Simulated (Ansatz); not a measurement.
**Geometry relaxation of SnO (part 1 of 2)**

SnO (P4/nmm, 4 atoms in the cell), computed with DFT PBEsol, scalar-relativistic, plane waves, PAW, no spin polarisation (Ansatz 0.2.0).

The structure derives from a Materials Project entry.

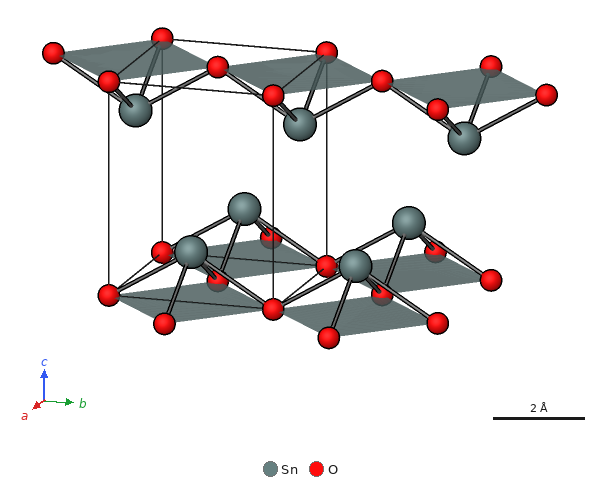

**Figure 1.** The structure as given in the input (polyhedral view of the cell of the calculation, repeated 1 × 2 × 1, seen slightly off an axis; polyhedra are completed across the faces of the cell). An atom can appear more than once, as a periodic image.

**Input file**
```yaml
crystal:
  lattice:
    - [3.81369522, 0.0, 0.0]
    - [0.0, 3.81369522, 0.0]
    - [0.0, 0.0, 4.8869133]
  atoms:
    - { symbol: Sn, position: [0.0, 0.5, 0.23537386] }
    - { symbol: Sn, position: [0.5, 0.0, 0.76462614] }
    - { symbol: O, position: [0.5, 0.5, 0.0] }
    - { symbol: O, position: [0.0, 0.0, 0.0] }
basis:
  ecutwfc: 420
kpoints:
  mp_grid: { grid: [10, 10, 8] }
hamiltonian:
  xc: pbesol
scf:
  occupations: { method: gaussian, width: 0.01 }
output:
  forces: true
  stress: true
  eigenvalues: true
  write_density: true
  write_potential: true
  elf: true
  volumetric_format: npy
relax:
  adjacent_minimum: "off"
  f_tol: 0.005
  max_steps: 80
  cell: { stress_tol: 0.05 }
```

Machine: 2 threads of Arm Neoverse V2, 24 GiB of memory available, shared host.

Launch command:
```bash
ansatz run input.yaml --threads 2 --pin off --max-ram 5120MiB --backend cpu --events-out ev --progress --plain --runs-dir out
```

**Output**
```
Engine: ansatz 0.2.0, aarch64-unknown-linux-gnu
Pseudopotentials: kind: paw
Pseudopotential: Sn, paw, valence charge 14, recommended cutoff 420 eV (normal), Sn.paw.azcp
Pseudopotential: O, paw, valence charge 6, recommended cutoff 420 eV (normal), O.paw.azcp
Functional definition: PBEsol
  exchange = pbesol_x
  correlation = pbesol_c
Crystal: 4 atoms, lattice volume = 71.077 Å³
Basis set: ecut = 420 eV, 1409 PW (Γ), exchange–correlation on 54×54×72 points (8 copies of the dense FFT grid, shifted against one another)
Bands: 24, of which v1, the nominal top of the filled ones, is band 20 counted from 1 (19 counted from 0)
Symmetry: 16 space group operations
Space group: P4/nmm (ITA 129), of the structure as read, at distance tolerance 4.1e-5 Å
k-points: 105 of 800
Non-local potential: Sn, projectors of the file, l = 0: 2, l = 1: 2, l = 2: 2, l = 3: 2
Non-local potential: O, projectors of the file, l = 0: 2, l = 1: 2, l = 2: 1
PAW form: soft (Blöchl's): semilocal exchange-correlation on the pseudo side does not see the compensation charge
PAW frozen core: Sn, regenerated for the run's functional, and the local potential with it (the file was generated under x = pbe(κ = 0.804, μ = 0.2195149727645171), c = pbe(β = 0.06672455060314922))
PAW frozen core: O, regenerated for the run's functional, and the local potential with it (the file was generated under x = pbe(κ = 0.804, μ = 0.2195149727645171), c = pbe(β = 0.06672455060314922))
PAW one-centre angular grid: Sn, 590 points (default); XC on 64 Gauss nodes
PAW one-centre angular grid: O, 110 points (default); XC on 64 Gauss nodes
Initial density: superposition of atomic densities (neutral atoms: chi_scale 0, normalization atom), corrected by the library's trained network
Initial wavefunctions: pseudopotential atomic-orbital guess
Functional: x = pbesol(κ = 0.804, μ = 0.12345679012345678), c = pbesol(β = 0.046)
SCF iter   1: F=—  HF=-13021.437842 eV  |F-HF|=—  |Δ(HF+E_count)|=         —  Δρ=1.32e-2  dr2=1.01e-1  ethr=1.77e-3  ⟨swp⟩=6.2  Hψ=11702  notcnv=0
preconditioner: auto → Resta (q_TF=auto, 2.479 Å⁻¹)  ε∞=3.4  [insulator: Δε(μ)=0.030 eV  Ē_g=17.936 eV  σ=0.010 eV  W_gap=0.96  n_scr=18 (ndim 8)  ℏωp=27.9 eV  f_vac=0.021  D(μ)=0.09/eV (n_scr^D=0)  ε∞_Penn≈3.4]
SCF iter   2: F=—  HF=-13021.416275 eV  |F-HF|=—  |Δ(HF+E_count)|=   2.16e-2  Δρ=4.37e-3  dr2=1.30e-2  ethr=2.53e-4  ⟨swp⟩=2.1  Hψ=4680  notcnv=0
SCF iter   3: F=—  HF=-13021.413525 eV  |F-HF|=—  |Δ(HF+E_count)|=   2.75e-3  Δρ=1.03e-3  dr2=8.18e-4  ethr=3.25e-5  ⟨swp⟩=2.0  Hψ=3693  notcnv=0
SCF iter   4: F=—  HF=-13021.413471 eV  |F-HF|=—  |Δ(HF+E_count)|=   5.37e-5  Δρ=2.51e-4  dr2=4.59e-5  ethr=2.05e-6  ⟨swp⟩=2.1  Hψ=5002  notcnv=0
SCF iter   5: F=—  HF=-13021.413479 eV  |F-HF|=—  |Δ(HF+E_count)|=   8.05e-6  Δρ=5.05e-5  dr2=2.77e-6  ethr=1.15e-7  ⟨swp⟩=2.1  Hψ=3341  notcnv=0
SCF iter   6: F=—  HF=-13021.413481 eV  |F-HF|=—  |Δ(HF+E_count)|=   1.38e-6  Δρ=1.77e-5  dr2=2.16e-7  ethr=6.92e-9  ⟨swp⟩=2.1  Hψ=4179  notcnv=0
SCF iter   7: F=-13021.413481 eV  HF=-13021.413481 eV  |F-HF|=1.77e-9  |Δ(HF+E_count)|=   1.37e-7  Δρ=5.17e-6  dr2=2.01e-8  ethr=2.50e-10  ⟨swp⟩=10.0  Hψ=19264  notcnv=0
SCF 1 converged in 7 iterations: F = -13021.413481 eV  dr2 = 2.01e-8
  greatest PAW one-centre occupation: 0.994 electrons in one spin orbital (limit 2), on the Sn atom at site 1 (counted from 0), in its partial waves of l = 2
relax step   1: F+E_penalty+E_count = -13021.41348088 eV  Δ(F+E_penalty+E_count) = +0.000e0 eV  max|allowed force component| = 7.213e-2 eV/Å  Δτ_max = 0.0000 Å  P = -0.527 GPa  Ω = 71.077 Å³  (7 SCF iters, dr2 threshold 1.00e-7 eV, accepted)
Crystal: 4 atoms, lattice volume = 68.390 Å³
Basis set: ecut = 420 eV, 1335 PW (Γ), exchange–correlation on 54×54×72 points (8 copies of the dense FFT grid, shifted against one another)
Initial density: handed on by an earlier stage of this run
Initial wavefunctions: those handed on with the density
iter 1 solved again at ethr=3.56e-5 eV; its pass at ethr=3.10e-3 eV (dr2=1.42e-2 eV) is discarded
SCF iter   1: F=—  HF=-13021.427143 eV  |F-HF|=—  |Δ(HF+E_count)|=         —  Δρ=4.70e-3  dr2=1.46e-2  ethr=3.56e-5  ⟨swp⟩=2.1  Hψ=15598  notcnv=0
preconditioner: auto → Resta (q_TF=auto, 2.495 Å⁻¹)  ε∞=3.5  [insulator: Δε(μ)=0.024 eV  Ē_g=18.002 eV  σ=0.010 eV  W_gap=0.75  n_scr=18 (ndim 8)  ℏωp=28.4 eV  f_vac=0.009  D(μ)=0.48/eV (n_scr^D=0)  ε∞_Penn≈3.5]
SCF iter   2: F=—  HF=-13021.423717 eV  |F-HF|=—  |Δ(HF+E_count)|=   3.43e-3  Δρ=2.10e-3  dr2=2.59e-3  ethr=3.56e-5  ⟨swp⟩=3.2  Hψ=5004  notcnv=0
SCF iter   3: F=—  HF=-13021.423112 eV  |F-HF|=—  |Δ(HF+E_count)|=   6.05e-4  Δρ=4.00e-4  dr2=1.01e-4  ethr=6.48e-6  ⟨swp⟩=3.1  Hψ=4967  notcnv=0
SCF iter   4: F=—  HF=-13021.423108 eV  |F-HF|=—  |Δ(HF+E_count)|=   3.68e-6  Δρ=7.60e-5  dr2=4.83e-6  ethr=2.53e-7  ⟨swp⟩=2.2  Hψ=3668  notcnv=0
iter 5 did not close the SCF: its close was put off for the readings that it lacked (scf_convergence_deferred on its scf_iter line)
SCF iter   5: F=-13021.423108 eV  HF=-13021.423108 eV  |F-HF|=4.29e-8  |Δ(HF+E_count)|=   9.70e-8  Δρ=1.81e-5  dr2=1.90e-7  ethr=1.21e-8  ⟨swp⟩=2.7  Hψ=4665  notcnv=0
SCF iter   6: F=-13021.423108 eV  HF=-13021.423108 eV  |F-HF|=1.10e-8  |Δ(HF+E_count)|=   8.21e-8  Δρ=7.44e-6  dr2=3.47e-8  ethr=4.76e-10  ⟨swp⟩=7.1  Hψ=16425  notcnv=0
SCF 2 converged in 6 iterations: F = -13021.423108 eV  dr2 = 3.47e-8
relax step   2: F+E_penalty+E_count = -13021.42310800 eV  Δ(F+E_penalty+E_count) = -9.627e-3 eV  max|allowed force component| = 2.265e-1 eV/Å  Δτ_max = 0.0497 Å  P = -0.075 GPa  Ω = 68.390 Å³  energy of the carried Pulay correction = +8.345e-3 eV  (6 SCF iters, dr2 threshold 4.00e-7 eV, accepted)
Crystal: 4 atoms, lattice volume = 69.217 Å³
Basis set: ecut = 420 eV, 1337 PW (Γ), exchange–correlation on 54×54×72 points (8 copies of the dense FFT grid, shifted against one another)
iter 1 solved again at ethr=5.82e-6 eV; its pass at ethr=3.10e-3 eV (dr2=2.33e-3 eV) is discarded
SCF iter   1: F=—  HF=-13021.425790 eV  |F-HF|=—  |Δ(HF+E_count)|=         —  Δρ=2.14e-3  dr2=2.31e-3  ethr=5.82e-6  ⟨swp⟩=2.1  Hψ=14524  notcnv=0
preconditioner: auto → LDOS  [insulator: Δε(μ)=0.181 eV  Ē_g=18.059 eV  σ=0.010 eV  W_gap=0.60  n_scr=18 (ndim 8)  ℏωp=28.2 eV  f_vac=0.011  D(μ)=0.79/eV (n_scr^D=2)  ε∞_Penn≈3.4  β→1.0]
SCF iter   2: F=—  HF=-13021.425611 eV  |F-HF|=—  |Δ(HF+E_count)|=   1.80e-4  Δρ=1.17e-3  dr2=1.38e-3  ethr=5.77e-6  ⟨swp⟩=3.0  Hψ=5411  notcnv=0
SCF iter   3: F=—  HF=-13021.425081 eV  |F-HF|=—  |Δ(HF+E_count)|=   5.29e-4  Δρ=2.12e-4  dr2=2.77e-5  ethr=3.45e-6  ⟨swp⟩=2.5  Hψ=5167  notcnv=0
SCF iter   4: F=—  HF=-13021.425078 eV  |F-HF|=—  |Δ(HF+E_count)|=   3.15e-6  Δρ=5.49e-5  dr2=1.78e-6  ethr=6.91e-8  ⟨swp⟩=2.0  Hψ=4615  notcnv=0
SCF iter   5: F=-13021.425078 eV  HF=-13021.425078 eV  |F-HF|=7.13e-8  |Δ(HF+E_count)|=   6.57e-8  Δρ=1.14e-5  dr2=4.65e-8  ethr=1.00e-9  ⟨swp⟩=11.4  Hψ=19450  notcnv=0
SCF 3 converged in 5 iterations: F = -13021.425078 eV  dr2 = 4.65e-8
relax step   3: F+E_penalty+E_count = -13021.42507795 eV  Δ(F+E_penalty+E_count) = -1.970e-3 eV  max|allowed force component| = 6.491e-3 eV/Å  Δτ_max = 0.0219 Å  P = +0.078 GPa  Ω = 69.217 Å³  energy of the carried Pulay correction = +5.741e-3 eV  (5 SCF iters, dr2 threshold 4.00e-7 eV, accepted)
Crystal: 4 atoms, lattice volume = 69.147 Å³
iter 1 solved again at ethr=4.51e-8 eV; its pass at ethr=3.10e-3 eV (dr2=1.81e-5 eV) is discarded
SCF iter   1: F=—  HF=-13021.425420 eV  |F-HF|=—  |Δ(HF+E_count)|=         —  Δρ=1.78e-4  dr2=1.73e-5  ethr=4.51e-8  ⟨swp⟩=3.0  Hψ=15174  notcnv=0
preconditioner: auto → LDOS  [insulator: Δε(μ)=0.165 eV  Ē_g=18.041 eV  σ=0.010 eV  W_gap=0.59  n_scr=18 (ndim 8)  ℏωp=28.2 eV  f_vac=0.011  D(μ)=0.79/eV (n_scr^D=2)  ε∞_Penn≈3.5  β→1.0]
SCF iter   2: F=—  HF=-13021.425424 eV  |F-HF|=—  |Δ(HF+E_count)|=   4.29e-6  Δρ=1.23e-4  dr2=9.21e-6  ethr=4.32e-8  ⟨swp⟩=2.0  Hψ=4622  notcnv=0
SCF iter   3: F=—  HF=-13021.425422 eV  |F-HF|=—  |Δ(HF+E_count)|=   2.28e-6  Δρ=1.83e-5  dr2=2.26e-7  ethr=2.30e-8  ⟨swp⟩=3.0  Hψ=4622  notcnv=0
SCF iter   4: F=-13021.425422 eV  HF=-13021.425422 eV  |F-HF|=1.17e-8  |Δ(HF+E_count)|=   3.21e-8  Δρ=5.97e-6  dr2=1.65e-8  ethr=1.64e-10  ⟨swp⟩=10.1  Hψ=19322  notcnv=0
SCF 4 converged in 4 iterations: F = -13021.425422 eV  dr2 = 1.65e-8
relax step   4: F+E_penalty+E_count = -13021.42542192 eV  Δ(F+E_penalty+E_count) = -3.440e-4 eV  max|allowed force component| = 3.470e-3 eV/Å  Δτ_max = 0.0016 Å  P = +0.043 GPa  Ω = 69.147 Å³  energy of the carried Pulay correction = +5.959e-3 eV  (4 SCF iters, dr2 threshold 6.55e-8 eV, accepted)
Crystal: 4 atoms, lattice volume = 69.126 Å³
iter 1 solved again at ethr=1.75e-8 eV; its pass at ethr=3.10e-3 eV (dr2=6.99e-6 eV) is discarded
SCF iter   1: F=—  HF=-13021.425513 eV  |F-HF|=—  |Δ(HF+E_count)|=         —  Δρ=1.16e-4  dr2=6.66e-6  ethr=1.75e-8  ⟨swp⟩=3.0  Hψ=15145  notcnv=0
preconditioner: auto → LDOS  [insulator: Δε(μ)=0.168 eV  Ē_g=18.040 eV  σ=0.010 eV  W_gap=0.60  n_scr=18 (ndim 8)  ℏωp=28.2 eV  f_vac=0.011  D(μ)=0.80/eV (n_scr^D=2)  ε∞_Penn≈3.5  β→1.0]
SCF iter   2: F=—  HF=-13021.425517 eV  |F-HF|=—  |Δ(HF+E_count)|=   4.32e-6  Δρ=8.45e-5  dr2=3.53e-6  ethr=1.66e-8  ⟨swp⟩=2.3  Hψ=4615  notcnv=0
SCF iter   3: F=—  HF=-13021.425516 eV  |F-HF|=—  |Δ(HF+E_count)|=   8.48e-7  Δρ=1.30e-5  dr2=9.27e-8  ethr=8.82e-9  ⟨swp⟩=2.0  Hψ=3505  notcnv=0
SCF iter   4: F=-13021.425516 eV  HF=-13021.425516 eV  |F-HF|=3.45e-9  |Δ(HF+E_count)|=   1.34e-8  Δρ=3.32e-6  dr2=5.13e-9  ethr=3.91e-11  ⟨swp⟩=8.8  Hψ=15260  notcnv=0
SCF 5 converged in 4 iterations: F = -13021.425516 eV  dr2 = 5.13e-9
relax step   5: F+E_penalty+E_count = -13021.42551635 eV  Δ(F+E_penalty+E_count) = -9.442e-5 eV  max|allowed force component| = 3.502e-4 eV/Å  Δτ_max = 0.0008 Å  P = -0.003 GPa  Ω = 69.126 Å³  energy of the carried Pulay correction = +6.025e-3 eV  (4 SCF iters, dr2 threshold 1.56e-8 eV, accepted)
Basis set: ecut = 420 eV, 1335 PW (Γ), exchange–correlation on 54×54×64 points (8 copies of the dense FFT grid, shifted against one another)
Initial wavefunctions: pseudopotential atomic-orbital guess (no wavefunctions were taken with the density)
iter 1 solved again at ethr=1.27e-7 eV; its pass at ethr=3.10e-3 eV (dr2=5.06e-5 eV) is discarded
SCF iter   1: F=—  HF=-13021.420613 eV  |F-HF|=—  |Δ(HF+E_count)|=         —  Δρ=1.91e-4  dr2=3.76e-6  ethr=1.27e-7  ⟨swp⟩=3.2  Hψ=18366  notcnv=0
SCF iter   2: F=—  HF=-13021.420582 eV  |F-HF|=—  |Δ(HF+E_count)|=   3.06e-5  Δρ=9.64e-5  dr2=4.71e-6  ethr=9.40e-9  ⟨swp⟩=2.3  Hψ=4775  notcnv=0
SCF iter   3: F=—  HF=-13021.420581 eV  |F-HF|=—  |Δ(HF+E_count)|=   1.16e-6  Δρ=1.77e-5  dr2=5.40e-8  ethr=9.40e-9  ⟨swp⟩=2.0  Hψ=3546  notcnv=0
SCF iter   4: F=—  HF=-13021.420581 eV  |F-HF|=—  |Δ(HF+E_count)|=   2.58e-8  Δρ=3.52e-6  dr2=3.70e-9  ethr=1.35e-10  ⟨swp⟩=2.0  Hψ=4622  notcnv=0
SCF iter   5: F=—  HF=-13021.420581 eV  |F-HF|=—  |Δ(HF+E_count)|=  3.13e-10  Δρ=9.01e-7  dr2=6.34e-10  ethr=9.26e-12  ⟨swp⟩=2.0  Hψ=4618  notcnv=0
SCF iter   6: F=-13021.420581 eV  HF=-13021.420581 eV  |F-HF|=1.82e-11  |Δ(HF+E_count)|=  2.29e-10  Δρ=1.50e-7  dr2=1.73e-11  ethr=1.00e-12  ⟨swp⟩=5.6  Hψ=13455  notcnv=0
SCF 6 converged in 6 iterations: F = -13021.420581 eV  dr2 = 1.73e-11
relax step   6: F+E_penalty+E_count = -13021.42058098 eV  Δ(F+E_penalty+E_count) = +4.935e-3 eV  max|allowed force component| = 1.512e-3 eV/Å  Δτ_max = 0.0000 Å  P = -0.107 GPa  Ω = 69.126 Å³  stress off target by 1.83e-1 GPa  SCF on the basis re-selected at this cell (its energy is not comparable with the rows above)  (6 SCF iters)
basis re-selected at this cell: Δ(F+E_penalty+E_count) = +4.935e-3 eV, ΔP = -0.104 GPa vs the last step (what re-selecting the basis moved, of the pressure what is left beyond the Pulay correction that the steps carried, after the strain that the cell walked since its last selection, with what the two solves' SCF thresholds leave and, on support functions, any second-order correction that the steps lacked; it is no measure of the basis error at this ecutwfc). The dense FFT grid was sized anew with the basis: this SCF ran on 27×27×32 points, the steps before it on 27×27×36, so part of this shift can come from that change (see relax.cell in the input reference). This SCF's stress stands 1.83e-1 GPa from its target on what of the cell is left free (relax.cell.stress_tol is 5.00e-2 GPa) and its largest allowed force component is 1.51e-3 eV/Å (relax.f_tol is 5.00e-3 eV/Å): not within both, so this SCF does not close the relaxation
Crystal: 4 atoms, lattice volume = 68.831 Å³
iter 1 solved again at ethr=2.93e-7 eV; its pass at ethr=3.10e-3 eV (dr2=1.17e-4 eV) is discarded
SCF iter   1: F=—  HF=-13021.421717 eV  |F-HF|=—  |Δ(HF+E_count)|=         —  Δρ=3.63e-4  dr2=1.13e-4  ethr=2.93e-7  ⟨swp⟩=3.0  Hψ=15182  notcnv=0
preconditioner: auto → Resta (q_TF=auto, 2.492 Å⁻¹)  ε∞=3.5  [insulator: Δε(μ)=0.145 eV  Ē_g=18.045 eV  σ=0.010 eV  W_gap=0.60  n_scr=18 (ndim 8)  ℏωp=28.3 eV  f_vac=0.010  D(μ)=0.81/eV (n_scr^D=2)  ε∞_Penn≈3.5]
SCF iter   2: F=—  HF=-13021.421697 eV  |F-HF|=—  |Δ(HF+E_count)|=   2.01e-5  Δρ=1.79e-4  dr2=2.49e-5  ethr=2.82e-7  ⟨swp⟩=2.4  Hψ=4516  notcnv=0
SCF iter   3: F=—  HF=-13021.421653 eV  |F-HF|=—  |Δ(HF+E_count)|=   4.34e-5  Δρ=3.55e-5  dr2=1.14e-6  ethr=6.23e-8  ⟨swp⟩=2.9  Hψ=4434  notcnv=0
iter 4 did not close the SCF: its close was put off for the readings that it lacked (scf_convergence_deferred on its scf_iter line)
SCF iter   4: F=-13021.421653 eV  HF=-13021.421653 eV  |F-HF|=1.11e-8  |Δ(HF+E_count)|=   1.11e-8  Δρ=7.11e-6  dr2=3.24e-8  ethr=2.86e-9  ⟨swp⟩=2.5  Hψ=3692  notcnv=0
iter 5 did not close the SCF: its close was put off for the readings that it lacked (scf_convergence_deferred on its scf_iter line)
SCF iter   5: F=-13021.421653 eV  HF=-13021.421653 eV  |F-HF|=1.13e-9  |Δ(HF+E_count)|=   1.40e-8  Δρ=1.50e-6  dr2=1.37e-9  ethr=8.10e-11  ⟨swp⟩=2.2  Hψ=4464  notcnv=0
SCF iter   6: F=-13021.421653 eV  HF=-13021.421653 eV  |F-HF|=5.28e-11  |Δ(HF+E_count)|=   1.36e-9  Δρ=5.00e-7  dr2=1.39e-10  ethr=3.42e-12  ⟨swp⟩=5.6  Hψ=14294  notcnv=0
SCF 7 converged in 6 iterations: F = -13021.421653 eV  dr2 = 1.39e-10
relax step   7: F+E_penalty+E_count = -13021.42165339 eV  Δ(F+E_penalty+E_count) = -1.072e-3 eV  max|allowed force component| = 1.455e-3 eV/Å  Δτ_max = 0.0041 Å  P = +0.011 GPa  Ω = 68.831 Å³  energy of the carried Pulay correction = +8.994e-4 eV  (6 SCF iters, dr2 threshold 8.39e-8 eV, accepted)
iter 1 solved again at ethr=1.07e-7 eV; its pass at ethr=3.10e-3 eV (dr2=4.28e-5 eV) is discarded
SCF iter   1: F=—  HF=-13021.420766 eV  |F-HF|=—  |Δ(HF+E_count)|=         —  Δρ=3.69e-5  dr2=1.49e-7  ethr=1.07e-7  ⟨swp⟩=3.2  Hψ=18401  notcnv=0
preconditioner: auto → Resta (q_TF=auto, 2.492 Å⁻¹)  ε∞=3.5  [insulator: Δε(μ)=0.149 eV  Ē_g=18.048 eV  σ=0.010 eV  W_gap=0.60  n_scr=18 (ndim 8)  ℏωp=28.3 eV  f_vac=0.010  D(μ)=0.81/eV (n_scr^D=2)  ε∞_Penn≈3.5]
SCF iter   2: F=—  HF=-13021.420726 eV  |F-HF|=—  |Δ(HF+E_count)|=   4.00e-5  Δρ=1.69e-5  dr2=2.57e-8  ethr=3.71e-10  ⟨swp⟩=2.4  Hψ=4663  notcnv=0
SCF iter   3: F=—  HF=-13021.420726 eV  |F-HF|=—  |Δ(HF+E_count)|=   5.61e-8  Δρ=4.19e-6  dr2=1.47e-9  ethr=6.43e-11  ⟨swp⟩=2.4  Hψ=3497  notcnv=0
iter 4 did not close the SCF: its close was put off for the readings that it lacked (scf_convergence_deferred on its scf_iter line)
SCF iter   4: F=-13021.420726 eV  HF=-13021.420726 eV  |F-HF|=3.64e-12  |Δ(HF+E_count)|=   3.79e-9  Δρ=1.93e-7  dr2=2.03e-11  ethr=3.67e-12  ⟨swp⟩=2.0  Hψ=3550  notcnv=0
iter 5 did not close the SCF: its close was put off for the readings that it lacked (scf_convergence_deferred on its scf_iter line)
SCF iter   5: F=-13021.420726 eV  HF=-13021.420726 eV  |F-HF|=1.82e-12  |Δ(HF+E_count)|=  3.64e-12  Δρ=5.48e-8  dr2=2.00e-12  ethr=1.00e-12  ⟨swp⟩=1.0  Hψ=2520  notcnv=0
iter 6 did not close the SCF: its close was put off for the readings that it lacked (scf_convergence_deferred on its scf_iter line)
SCF iter   6: F=-13021.420726 eV  HF=-13021.420726 eV  |F-HF|=3.64e-12  |Δ(HF+E_count)|=  3.64e-12  Δρ=1.20e-8  dr2=9.63e-14  ethr=1.00e-12  ⟨swp⟩=1.0  Hψ=2520  notcnv=0
iter 7 did not close the SCF: its close was put off for the readings that it lacked (scf_convergence_deferred on its scf_iter line)
SCF iter   7: F=-13021.420726 eV  HF=-13021.420726 eV  |F-HF|=5.46e-12  |Δ(HF+E_count)|=  1.82e-12  Δρ=3.82e-9  dr2=1.14e-14  ethr=1.00e-12  ⟨swp⟩=1.0  Hψ=2520  notcnv=0
SCF iter   8: F=-13021.420726 eV  HF=-13021.420726 eV  |F-HF|=0.00e0  |Δ(HF+E_count)|=  1.82e-12  Δρ=1.17e-9  dr2=9.33e-16  ethr=1.00e-12  ⟨swp⟩=3.6  Hψ=8492  notcnv=0
SCF 8 converged in 8 iterations: F = -13021.420726 eV  dr2 = 9.33e-16
relax step   8: F+E_penalty+E_count = -13021.42072629 eV  Δ(F+E_penalty+E_count) = +9.271e-4 eV  max|allowed force component| = 1.683e-3 eV/Å  Δτ_max = 0.0000 Å  P = +0.001 GPa  Ω = 68.831 Å³  stress off target by 1.86e-2 GPa  SCF on the basis re-selected at this cell (its energy is not comparable with the rows above)  (8 SCF iters)
```
